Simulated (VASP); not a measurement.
## A series of single points on Si2N

System: Si2N (3 atoms in the cell).
Method: Kohn-Sham DFT of a periodic cell, PBE, VASP PAW PBE potentials, recommended, no spin polarisation (VASP 6.6.1).

The 7 runs differ only in the geometry, by an even scaling of the cell at fixed fractional positions. The structure was built on a prototype by a generator; it need not be a known phase.

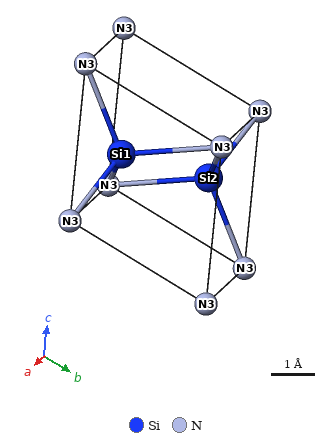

Figure 1. The structure of run 4 (ball-and-stick view of the cell of the calculation, seen slightly off an axis; atoms are numbered from 1 in the order of the input).

### INCAR of run 4
```
PREC     = Accurate       # precision mode
ENCUT    = 520            # plane-wave cutoff, eV
EDIFF    = 1E-7           # SCF threshold, eV
ISMEAR   = -1             # smearing method
SIGMA    = 0.05           # smearing width, eV
LREAL    = False          # projectors in reciprocal space
LASPH    = True           # aspherical terms in the spheres
NELM     = 60             # most SCF steps
ALGO     = Normal         # electronic algorithm
ISIF     = 2              # what is computed and relaxed
LWAVE    = False          # write WAVECAR
LCHARG   = True           # write CHGCAR
GGA      = PE             # functional
LELF     = True           # ELF
LVHAR    = True         
NBANDS   = 14             # bands
```

### KPOINTS of run 4
```
Automatic mesh
0
Gamma
  9 9 9
```

### POSCAR of run 4
```
Si2N
1.0
   -2.0455600000      2.0455600000      2.3983700000
    2.0455600000     -2.0455600000      2.3983700000
    2.0455600000      2.0455600000     -2.3983700000
Si N
2 1
Direct
    0.7500000000      0.2500000000      0.5000000000
    0.2500000000      0.7500000000      0.5000000000
    0.0000000000      0.0000000000      0.0000000000
```

Command:
```bash
cat potpaw_PBE.64/Si/POTCAR potpaw_PBE.64/N/POTCAR > POTCAR
mpirun -np 1 vasp_std > vasp.out
```

Run 3 has the same physical settings and fractional positions; its lattice vectors (Å) are:
```
  -2.031831    2.031831    2.382273
   2.031831   -2.031831    2.382273
   2.031831    2.031831   -2.382273
```

### Results, with one run withheld

| run | volume per atom (Å³) | free energy per atom, from the lowest run given (meV) | pressure (GPa) |
| --- | --- | --- | --- |
| 1 | 12.578 | 16.66 | 6.60 |
| 2 | 12.845 | 7.52 | 4.26 |
| 3 | 13.113 | ? | ? |
| 4 | 13.381 | 0.00 | 0.23 |
| 5 | 13.648 | 0.99 | −1.52 |
| 6 | 13.916 | 4.76 | −3.08 |
| 7 | 14.184 | 10.94 | −4.43 |

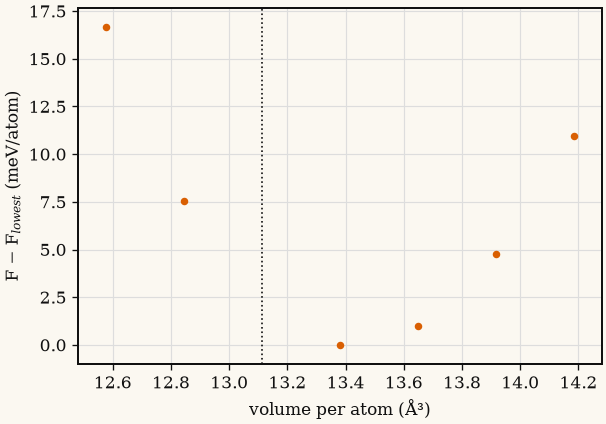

Figure 2. Free energy per atom of the runs given; the dotted line marks run 3.

Fit the runs given and predict run 3.

A cubic polynomial in V^(−2/3) (the Birch–Murnaghan form), fitted to the 6 runs given, misses them by at most 0.02 meV per atom. With x = V^(−2/3) − 0.17721 Å⁻², it reads F = −0.018004 + 86.341 x + 2.6998e+05 x² + 1.6413e+05 x³ (meV per atom). At run 3 it gives 2.07 meV per atom, and the run itself gives 2.08. The slope of the fit gives a pressure −dF/dV of 2.20 GPa there, and the run prints 2.15 GPa. The two needn't agree exactly: the fit is approximate, and the printed stress is taken on a finite basis. The fit has its minimum at 13.423 Å³ per atom, where V d²F/dV² gives 89.8 GPa. Cell shape and fractional positions are held, so this is the stiffness under even scaling; the relaxed bulk modulus wasn't computed.

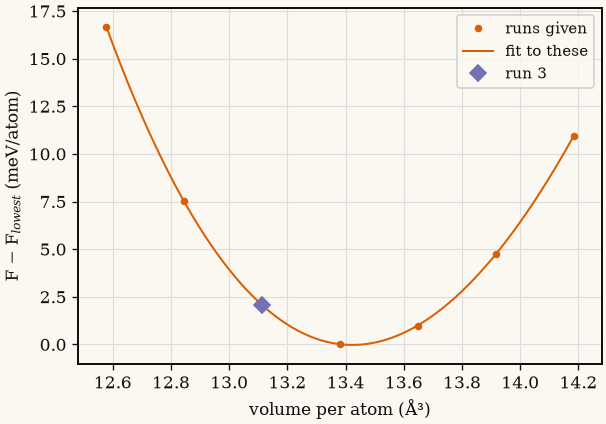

Figure 3. The fit and the withheld run.

### OSZICAR and lines of OUTCAR (run 3)
```
N       E                     dE             d eps       ncg     rms          rms(c)
DAV:   1     0.192924466630E+02    0.19292E+02   -0.52642E+03  2100   0.777E+02
DAV:   2    -0.142484979681E+02   -0.33541E+02   -0.30334E+02  2728   0.128E+02
DAV:   3    -0.159061763640E+02   -0.16577E+01   -0.16360E+01  2670   0.263E+01
DAV:   4    -0.159164776025E+02   -0.10301E-01   -0.10299E-01  2454   0.230E+00
DAV:   5    -0.159165755796E+02   -0.97977E-04   -0.97974E-04  2796   0.219E-01    0.698E+00
DAV:   6    -0.154729578883E+02    0.44362E+00   -0.10746E+01  2686   0.166E+01    0.528E+00
DAV:   7    -0.150440341677E+02    0.42892E+00   -0.14871E+00  2568   0.701E+00    0.211E+00
DAV:   8    -0.150387496384E+02    0.52845E-02   -0.28178E-01  2262   0.330E+00    0.687E-01
DAV:   9    -0.150293066661E+02    0.94430E-02   -0.36185E-02  2532   0.110E+00    0.150E-01
DAV:  10    -0.150295460494E+02   -0.23938E-03   -0.30248E-03  2430   0.370E-01    0.568E-02
DAV:  11    -0.150295488146E+02   -0.27652E-05   -0.29101E-05  2736   0.403E-02    0.280E-02
DAV:  12    -0.150295449724E+02    0.38423E-05   -0.90128E-06  2526   0.193E-02    0.748E-03
DAV:  13    -0.150295441048E+02    0.86758E-06   -0.12102E-06  2694   0.662E-03    0.150E-03
DAV:  14    -0.150295440312E+02    0.73577E-07   -0.61764E-08  1404   0.186E-03
   1 F= -.15029544E+02 E0= -.15023168E+02  d E =-.127525E-01
[... from OUTCAR:]
  free energy    TOTEN  =       -15.02954403 eV
  energy without entropy =      -15.01679157  energy(sigma->0) =      -15.02316780
 E-fermi :   8.3495     XC(G=0): -10.9676     alpha+bet :-14.4023
  free  energy   TOTEN  =       -15.0295440312 eV
  energy  without entropy=      -15.0167915741  energy(sigma->0) =      -15.02316780
```

Notes: The cell holds an odd number of electrons but the run has no spin polarisation, so it comes out as a metal.
